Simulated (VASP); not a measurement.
## Geometry relaxation, with input and output: Lu (part 1 of 4)

Lu (P6₃/mmc, 2 atoms in the cell), computed with Kohn-Sham DFT of a periodic cell, PBEsol, VASP PAW PBE potentials, recommended, no spin polarisation (VASP 6.6.1).

The structure derives from an entry of the Crystallography Open Database.

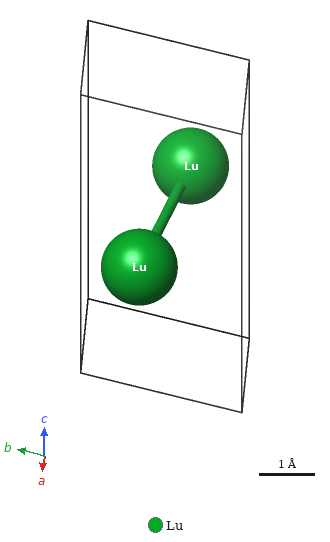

*The input geometry (ball-and-stick view of the cell of the calculation, seen at an oblique angle). An atom can appear more than once, as a periodic image.*

Near neighbours in the periodic cell (some may lie outside the picture): Lu has 12 Lu at 3.43 to 3.50 Å.

Results in brief

```csv
quantity,value
outcome,converged
space group (tolerance 0.01 Å),P6₃/mmc (194)
electrons treated,50
free energy,−9.9023 eV
gap on the k-point mesh,none (metallic)
pressure,0.02 GPa
final volume,55.29 Å³
largest force (length of the vector) at the end,under 0.001 eV/Å
final cell,"a = 3.450 Å, b = 3.450 Å, c = 5.364 Å, α = 90.00°, β = 90.00°, γ = 120.00°"
hardware,"1 thread of Intel Xeon (Granite Rapids), 64 GiB of memory available, shared host"
wall time,24 min
peak memory,0.34 GiB
```

Notes

The volume changed by more than 5 % on the plane waves of the start, so the result carries a basis error; a second relaxation from the end is advised.

INCAR
```
SYSTEM = Lu
ALGO = Normal
EDIFF = 1E-6
EDIFFG = -0.01
ENCUT = 600
GGA = PS
IBRION = 2
ISIF = 3
ISMEAR = 1
LASPH = .True.
LCHARG = .False.
LREAL = .False.
LWAVE = .False.
NELM = 80
NSW = 90
PREC = Accurate
SIGMA = 0.1
```

KPOINTS
```
k-points
0
Gamma
  12 12 7
  0 0 0
```

POSCAR
```
Lu
1.0
    3.5031000000      0.0000000000      0.0000000000
   -1.7515500000      3.0337735920      0.0000000000
    0.0000000000      0.0000000000      5.5509000000
Lu
2
Direct
    0.3333333333      0.6666666667      0.2500000000
    0.6666666667      0.3333333333      0.7500000000
```

Run as:
```bash
cat potpaw_PBE.64/Lu/POTCAR > POTCAR
mpirun -np 1 vasp_std > vasp.out
```

OSZICAR
```
N       E                     dE             d eps       ncg     rms          rms(c)
DAV:   1     0.264941680311E+03    0.26494E+03   -0.21343E+04  6416   0.595E+03
DAV:   2     0.226140439082E+02   -0.24233E+03   -0.23442E+03  4942   0.576E+02
DAV:   3    -0.660888616427E+01   -0.29223E+02   -0.28651E+02  6316   0.131E+02
DAV:   4    -0.995073952452E+01   -0.33419E+01   -0.33183E+01  7200   0.293E+01
DAV:   5    -0.100565831332E+02   -0.10584E+00   -0.10579E+00  7140   0.530E+00    0.498E+00
DAV:   6    -0.990172115980E+01    0.15486E+00   -0.54534E-01  7344   0.983E+00    0.223E+00
DAV:   7    -0.986698101312E+01    0.34740E-01   -0.97335E-02  6868   0.200E+00    0.479E-01
DAV:   8    -0.986314212856E+01    0.38389E-02   -0.14015E-02  7628   0.961E-01    0.148E-01
DAV:   9    -0.986333906710E+01   -0.19694E-03   -0.16803E-03  5686   0.313E-01    0.140E-01
DAV:  10    -0.986334924874E+01   -0.10182E-04   -0.32141E-04  7188   0.139E-01    0.958E-03
DAV:  11    -0.986334898671E+01    0.26203E-06   -0.10997E-05  6050   0.195E-02    0.860E-03
DAV:  12    -0.986334806084E+01    0.92588E-06   -0.11204E-06  3826   0.929E-03
   1 F= -.98633481E+01 E0= -.98633490E+01  d E =-.986335E+01
       N       E                     dE             d eps       ncg     rms          rms(c)
DAV:   1    -0.251710071267E+02   -0.15308E+02   -0.13404E+02  7436   0.145E+02    0.355E+01
DAV:   2    -0.216598525896E+02    0.35112E+01   -0.18213E+02  5216   0.390E+02    0.175E+01
DAV:   3    -0.123967752953E+02    0.92631E+01   -0.30455E+01  6810   0.460E+01    0.414E+00
DAV:   4    -0.988498560652E+01    0.25118E+01   -0.64672E+00  5744   0.252E+01    0.286E+00
DAV:   5    -0.984286320907E+01    0.42122E-01   -0.29742E+00  6988   0.148E+01    0.230E+00
DAV:   6    -0.985854846920E+01   -0.15685E-01   -0.35443E-01  5504   0.801E+00    0.152E+00
DAV:   7    -0.989110934787E+01   -0.32561E-01   -0.10288E-01  6588   0.479E+00    0.387E-01
DAV:   8    -0.989995982972E+01   -0.88505E-02   -0.54745E-02  7538   0.275E+00    0.126E-01
DAV:   9    -0.989974608395E+01    0.21375E-03   -0.66146E-03  6690   0.838E-01    0.117E-01
DAV:  10    -0.989972325366E+01    0.22830E-04   -0.62024E-04  8390   0.170E-01    0.425E-02
DAV:  11    -0.989965498430E+01    0.68269E-04   -0.58613E-04  6586   0.367E-01    0.580E-03
DAV:  12    -0.989965822747E+01   -0.32432E-05   -0.40504E-05  5062   0.524E-02    0.525E-03
DAV:  13    -0.989965846924E+01   -0.24177E-06   -0.14774E-06  4140   0.166E-02
   2 F= -.98996585E+01 E0= -.98991410E+01  d E =-.363104E-01
       N       E                     dE             d eps       ncg     rms          rms(c)
DAV:   1    -0.104802209650E+02   -0.58056E+00   -0.62652E+00  7956   0.284E+01    0.635E+00
DAV:   2    -0.990344257031E+01    0.57678E+00   -0.17852E+00  7516   0.131E+01    0.190E+00
DAV:   3    -0.985821071879E+01    0.45232E-01   -0.54158E-01  7458   0.309E+00    0.821E-01
DAV:   4    -0.987761842042E+01   -0.19408E-01   -0.44049E-02  7246   0.186E+00    0.565E-01
DAV:   5    -0.990106838174E+01   -0.23450E-01   -0.55550E-02  8350   0.115E+00    0.237E-01
DAV:   6    -0.990115436010E+01   -0.85978E-04   -0.39927E-03  6126   0.663E-01    0.104E-01
DAV:   7    -0.990143773835E+01   -0.28338E-03   -0.65677E-04  7882   0.224E-01    0.174E-02
DAV:   8    -0.990143637432E+01    0.13640E-05   -0.88605E-05  7614   0.736E-02    0.338E-03
DAV:   9    -0.990143623690E+01    0.13742E-06   -0.70536E-06  4748   0.181E-02
   3 F= -.99014362E+01 E0= -.99009514E+01  d E =-.380882E-01
       N       E                     dE             d eps       ncg     rms          rms(c)
DAV:   1    -0.990553215795E+01   -0.40958E-02   -0.43995E-02  7934   0.244E+00    0.495E-01
DAV:   2    -0.990160858678E+01    0.39236E-02   -0.11693E-02  7618   0.123E+00    0.163E-01
DAV:   3    -0.990118750625E+01    0.42108E-03   -0.32229E-03  7698   0.254E-01    0.503E-02
DAV:   4    -0.990130858361E+01   -0.12108E-03   -0.29699E-04  7398   0.147E-01    0.387E-02
DAV:   5    -0.990145930058E+01   -0.15072E-03   -0.34585E-04  8350   0.895E-02    0.182E-02
DAV:   6    -0.990146402323E+01   -0.47226E-05   -0.23013E-05  6076   0.486E-02    0.583E-03
DAV:   7    -0.990146635782E+01   -0.23346E-05   -0.34053E-06  5254   0.146E-02    0.839E-04
DAV:   8    -0.990146648740E+01   -0.12958E-06   -0.44250E-07  2770   0.602E-03
   4 F= -.99014665E+01 E0= -.99009777E+01  d E =-.381184E-01
       N       E                     dE             d eps       ncg     rms          rms(c)
DAV:   1    -0.990525292494E+01   -0.37866E-02   -0.41068E-02  7934   0.235E+00    0.479E-01
DAV:   2    -0.990159362709E+01    0.36593E-02   -0.10915E-02  7650   0.119E+00    0.158E-01
DAV:   3    -0.990120155577E+01    0.39207E-03   -0.29927E-03  7654   0.245E-01    0.484E-02
DAV:   4    -0.990131549986E+01   -0.11394E-03   -0.28326E-04  7410   0.142E-01    0.374E-02
DAV:   5    -0.990145626513E+01   -0.14077E-03   -0.31716E-04  8398   0.859E-02    0.172E-02
DAV:   6    -0.990146096625E+01   -0.47011E-05   -0.21720E-05  6056   0.475E-02    0.521E-03
DAV:   7    -0.990146311390E+01   -0.21477E-05   -0.31813E-06  5316   0.135E-02    0.822E-04
DAV:   8    -0.990146323368E+01   -0.11978E-06   -0.39967E-07  2702   0.577E-03
   5 F= -.99014632E+01 E0= -.99009709E+01  d E =-.381152E-01
       N       E                     dE             d eps       ncg     rms          rms(c)
DAV:   1    -0.992703237117E+01   -0.25569E-01   -0.15228E-01  6008   0.392E+01    0.923E-01
DAV:   2    -0.991062665202E+01    0.16406E-01   -0.57431E-02  6942   0.384E+00    0.544E-01
DAV:   3    -0.990185934740E+01    0.87673E-02   -0.23352E-02  7356   0.469E+00    0.137E-01
DAV:   4    -0.990222426957E+01   -0.36492E-03   -0.62465E-03  6378   0.917E-01    0.118E-01
DAV:   5    -0.990218427538E+01    0.39994E-04   -0.83319E-04  6132   0.431E-01    0.349E-02
DAV:   6    -0.990219727708E+01   -0.13002E-04   -0.15560E-04  7796   0.213E-01    0.244E-02
DAV:   7    -0.990218746796E+01    0.98091E-05   -0.59052E-05  6444   0.142E-01    0.938E-03
DAV:   8    -0.990218809858E+01   -0.63062E-06   -0.59386E-06  5352   0.230E-02
   6 F= -.99021881E+01 E0= -.99016729E+01  d E =-.724865E-03
       N       E                     dE             d eps       ncg     rms          rms(c)
DAV:   1    -0.100057396030E+02   -0.10355E+00   -0.63619E-01  6024   0.805E+01    0.190E+00
DAV:   2    -0.993694346423E+01    0.68796E-01   -0.24069E-01  6774   0.713E+00    0.111E+00
DAV:   3    -0.990008643803E+01    0.36857E-01   -0.96494E-02  7514   0.836E+00    0.278E-01
DAV:   4    -0.990160422157E+01   -0.15178E-02   -0.25769E-02  6404   0.183E+00    0.239E-01
DAV:   5    -0.990147003502E+01    0.13419E-03   -0.31255E-03  6160   0.847E-01    0.721E-02
DAV:   6    -0.990153241126E+01   -0.62376E-04   -0.70051E-04  7800   0.494E-01    0.523E-02
DAV:   7    -0.990148927225E+01    0.43139E-04   -0.24616E-04  6472   0.292E-01    0.185E-02
DAV:   8    -0.990149013674E+01   -0.86449E-06   -0.37805E-05  6762   0.608E-02    0.843E-03
DAV:   9    -0.990149354483E+01   -0.34081E-05   -0.12572E-05  6138   0.531E-02    0.178E-02
DAV:  10    -0.990149002315E+01    0.35217E-05   -0.91583E-06  5430   0.554E-02    0.644E-03
DAV:  11    -0.990149006365E+01   -0.40498E-07   -0.15548E-06  3238   0.128E-02
   7 F= -.99014901E+01 E0= -.99008998E+01  d E =-.268300E-04
       N       E                     dE             d eps       ncg     rms          rms(c)
DAV:   1    -0.993720634221E+01   -0.35716E-01   -0.21262E-01  6070   0.466E+01    0.109E+00
DAV:   2    -0.991413441921E+01    0.23072E-01   -0.79567E-02  6898   0.457E+00    0.641E-01
DAV:   3    -0.990171320138E+01    0.12421E-01   -0.31097E-02  7016   0.566E+00    0.148E-01
DAV:   4    -0.990228198975E+01   -0.56879E-03   -0.86992E-03  6108   0.106E+00    0.127E-01
DAV:   5    -0.990224405652E+01    0.37933E-04   -0.12462E-03  6184   0.540E-01    0.385E-02
DAV:   6    -0.990227643117E+01   -0.32375E-04   -0.20848E-04  6954   0.208E-01    0.307E-02
DAV:   7    -0.990225824764E+01    0.18184E-04   -0.11647E-04  6606   0.207E-01    0.853E-03
DAV:   8    -0.990225967722E+01   -0.14296E-05   -0.10449E-05  5942   0.318E-02    0.839E-03
DAV:   9    -0.990225935313E+01    0.32409E-06   -0.10085E-05  5858   0.499E-02    0.776E-03
DAV:  10    -0.990225956178E+01   -0.20864E-06   -0.77195E-07  3244   0.107E-02
   8 F= -.99022596E+01 E0= -.99017207E+01  d E =-.796328E-03
       N       E                     dE             d eps       ncg     rms          rms(c)
DAV:   1    -0.992123191924E+01   -0.18973E-01   -0.19321E-01  7910   0.146E+01    0.105E+00
DAV:   2    -0.990425567112E+01    0.16976E-01   -0.51967E-02  7144   0.311E+00    0.471E-01
DAV:   3    -0.990107272190E+01    0.31829E-02   -0.37340E-02  7806   0.182E+00    0.260E-01
DAV:   4    -0.990166892441E+01   -0.59620E-03   -0.66248E-03  6412   0.113E+00    0.756E-02
DAV:   5    -0.990199457081E+01   -0.32565E-03   -0.20943E-03  7954   0.616E-01    0.110E-01
DAV:   6    -0.990210465360E+01   -0.11008E-03   -0.57550E-04  7244   0.248E-01    0.201E-02
DAV:   7    -0.990209788487E+01    0.67687E-05   -0.49206E-05  6370   0.886E-02    0.274E-03
DAV:   8    -0.990209779870E+01    0.86167E-07   -0.71058E-06  4404   0.209E-02
   9 F= -.99020978E+01 E0= -.99015613E+01  d E =0.161763E-03
       N       E                     dE             d eps       ncg     rms          rms(c)
DAV:   1    -0.990384499020E+01   -0.17471E-02   -0.17280E-02  7836   0.444E+00    0.306E-01
DAV:   2    -0.990236422910E+01    0.14808E-02   -0.45446E-03  7180   0.972E-01    0.139E-01
DAV:   3    -0.990207014047E+01    0.29409E-03   -0.32526E-03  7788   0.552E-01    0.749E-02
DAV:   4    -0.990212716544E+01   -0.57025E-04   -0.60148E-04  6460   0.341E-01    0.219E-02
DAV:   5    -0.990215599667E+01   -0.28831E-04   -0.17930E-04  8002   0.183E-01    0.318E-02
DAV:   6    -0.990217091991E+01   -0.14923E-04   -0.50277E-05  7198   0.722E-02    0.596E-03
DAV:   7    -0.990217106956E+01   -0.14965E-06   -0.44739E-06  5366   0.288E-02
  10 F= -.99021711E+01 E0= -.99016334E+01  d E =0.884922E-04
       N       E                     dE             d eps       ncg     rms          rms(c)
DAV:   1    -0.990396230949E+01   -0.17914E-02   -0.17698E-02  7798   0.449E+00    0.312E-01
DAV:   2    -0.990242775604E+01    0.15346E-02   -0.46968E-03  7198   0.988E-01    0.141E-01
DAV:   3    -0.990212007421E+01    0.30768E-03   -0.33246E-03  7742   0.559E-01    0.753E-02
DAV:   4    -0.990217900497E+01   -0.58931E-04   -0.61453E-04  6420   0.344E-01    0.220E-02
DAV:   5    -0.990220901682E+01   -0.30012E-04   -0.18769E-04  8058   0.186E-01    0.324E-02
DAV:   6    -0.990222330163E+01   -0.14285E-04   -0.50998E-05  7142   0.737E-02    0.590E-03
DAV:   7    -0.990222338333E+01   -0.81696E-07   -0.42050E-06  5184   0.279E-02
  11 F= -.99022234E+01 E0= -.99016850E+01  d E =0.361784E-04
       N       E                     dE             d eps       ncg     rms          rms(c)
DAV:   1    -0.990298946562E+01   -0.76616E-03   -0.75681E-03  7804   0.292E+00    0.204E-01
DAV:   2    -0.990233241036E+01    0.65706E-03   -0.20112E-03  7182   0.647E-01    0.926E-02
DAV:   3    -0.990219937769E+01    0.13303E-03   -0.14261E-03  7750   0.365E-01    0.495E-02
DAV:   4    -0.990222577169E+01   -0.26394E-04   -0.26430E-04  6452   0.225E-01    0.144E-02
DAV:   5    -0.990223852008E+01   -0.12748E-04   -0.80390E-05  7956   0.122E-01    0.212E-02
DAV:   6    -0.990224572768E+01   -0.72076E-05   -0.21928E-05  7152   0.479E-02    0.396E-03
DAV:   7    -0.990224587601E+01   -0.14833E-06   -0.17042E-06  3604   0.197E-02
  12 F= -.99022459E+01 E0= -.99017071E+01  d E =0.136858E-04
       N       E                     dE             d eps       ncg     rms          rms(c)
DAV:   1    -0.990244185956E+01   -0.19613E-03   -0.19140E-03  7798   0.146E+00    0.103E-01
DAV:   2    -0.990227518422E+01    0.16668E-03   -0.50897E-04  7194   0.325E-01    0.466E-02
DAV:   3    -0.990224012482E+01    0.35059E-04   -0.35852E-04  7742   0.182E-01    0.248E-02
DAV:   4    -0.990224768923E+01   -0.75644E-05   -0.65987E-05  6422   0.113E-01    0.720E-03
DAV:   5    -0.990225111294E+01   -0.34237E-05   -0.20391E-05  7484   0.613E-02    0.107E-02
DAV:   6    -0.990225352006E+01   -0.24071E-05   -0.52331E-06  5710   0.240E-02    0.205E-03
DAV:   7    -0.990225363712E+01   -0.11705E-06   -0.50687E-07  2746   0.102E-02
  13 F= -.99022536E+01 E0= -.99017148E+01  d E =0.592466E-05
       N       E                     dE             d eps       ncg     rms          rms(c)
DAV:   1    -0.990230355286E+01   -0.50033E-04   -0.48201E-04  7798   0.731E-01    0.514E-02
DAV:   2    -0.990226178822E+01    0.41765E-04   -0.12808E-04  7188   0.163E-01    0.234E-02
DAV:   3    -0.990225238020E+01    0.94080E-05   -0.91360E-05  7782   0.919E-02    0.126E-02
DAV:   4    -0.990225468572E+01   -0.23055E-05   -0.16697E-05  5766   0.569E-02    0.362E-03
DAV:   5    -0.990225551524E+01   -0.82952E-06   -0.38862E-06  4342   0.306E-02
  14 F= -.99022555E+01 E0= -.99017166E+01  d E =0.404653E-05
       N       E                     dE             d eps       ncg     rms          rms(c)
DAV:   1    -0.990226771396E+01   -0.13028E-04   -0.10231E-04  7796   0.371E-01    0.237E-02
DAV:   2    -0.990225877264E+01    0.89413E-05   -0.27360E-05  6878   0.759E-02    0.109E-02
DAV:   3    -0.990225648989E+01    0.22828E-05   -0.21367E-05  7634   0.446E-02    0.632E-03
DAV:   4    -0.990225723203E+01   -0.74214E-06   -0.37571E-06  4298   0.287E-02
  15 F= -.99022572E+01 E0= -.99017182E+01  d E =0.232975E-05
       N       E                     dE             d eps       ncg     rms          rms(c)
DAV:   1    -0.990226033517E+01   -0.38453E-05   -0.22985E-05  7562   0.172E-01    0.111E-02
DAV:   2    -0.990225804229E+01    0.22929E-05   -0.66125E-06  5334   0.385E-02    0.474E-03
DAV:   3    -0.990225770574E+01    0.33655E-06   -0.62719E-06  6456   0.210E-02
  16 F= -.99022577E+01 E0= -.99017187E+01  d E =0.185603E-05
       N       E                     dE             d eps       ncg     rms          rms(c)
DAV:   1    -0.990225799455E+01    0.47736E-07   -0.50358E-07  2462   0.143E-02    0.151E-03
DAV:   2    -0.990225815505E+01   -0.16050E-06   -0.30357E-07  2354   0.535E-03
  17 F= -.99022582E+01 E0= -.99017192E+01  d E =0.140672E-05
       N       E                     dE             d eps       ncg     rms          rms(c)
DAV:   1    -0.990225835763E+01   -0.36308E-06   -0.15527E-07  2316   0.661E-03    0.290E-04
DAV:   2    -0.990225839529E+01   -0.37655E-07   -0.11013E-07  2316   0.273E-03
  18 F= -.99022584E+01 E0= -.99017195E+01  d E =0.116649E-05
       N       E                     dE             d eps       ncg     rms          rms(c)
DAV:   1    -0.990231500159E+01   -0.56644E-04   -0.27572E-04  5942   0.173E+00    0.395E-02
DAV:   2    -0.990228493984E+01    0.30062E-04   -0.10154E-04  6892   0.207E-01    0.229E-02
DAV:   3    -0.990226743659E+01    0.17503E-04   -0.31082E-05  5542   0.227E-01    0.265E-03
DAV:   4    -0.990226834275E+01   -0.90617E-06   -0.11052E-05  4996   0.407E-02    0.179E-03
DAV:   5    -0.990226835486E+01   -0.12105E-07   -0.86203E-07  2586   0.120E-02
  19 F= -.99022684E+01 E0= -.99017312E+01  d E =-.995957E-05
       N       E                     dE             d eps       ncg     rms          rms(c)
```
